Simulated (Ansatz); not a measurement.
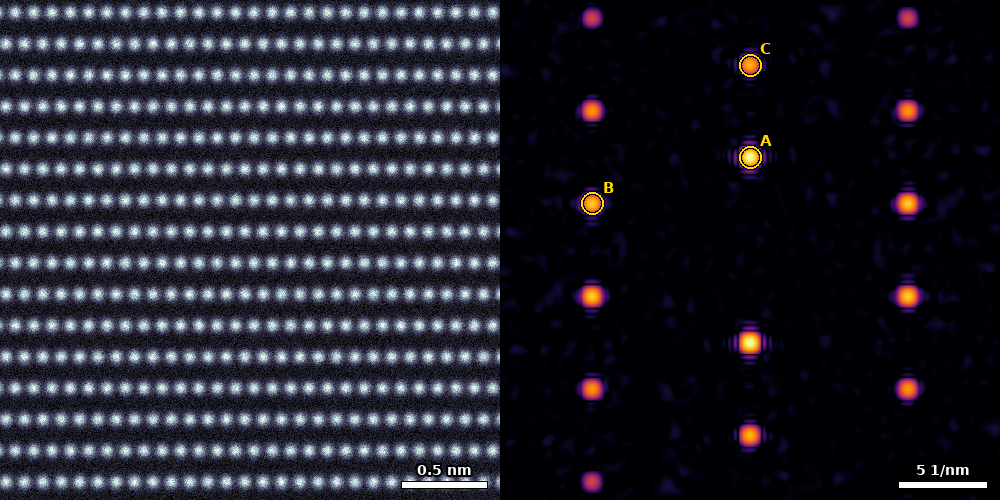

Z-contrast image of a crystal. The image is simulated as a sum over atoms of Z^1.8, blurred by a 0.54 Å probe (no channelling). The probe carries 15 % of its weight in a tail 2.5 times as wide. The display is stretched by a gamma of 0.65; percentages refer to the linear signal. Shot noise was added.

The right panel is the modulus of the image's Fourier transform on a logarithmic scale.

**Which lattice spacings do the marked spots stand for, and what angle do A and B enclose?**

A: 1.9 Å, B: 1.1 Å, C: 0.9 Å; A and B enclose about 74°.

The crystal is Au (I4_1/amd, No. 141) along [112]; the spots are (2 -2 0), (3 1 -2) and (4 -4 0). Structure used: coordinates from a relaxation with Ansatz, DFT r2SCAN, scalar-relativistic, plane waves, PAW; the starting structure was generated, so it need not be a known form of this composition.
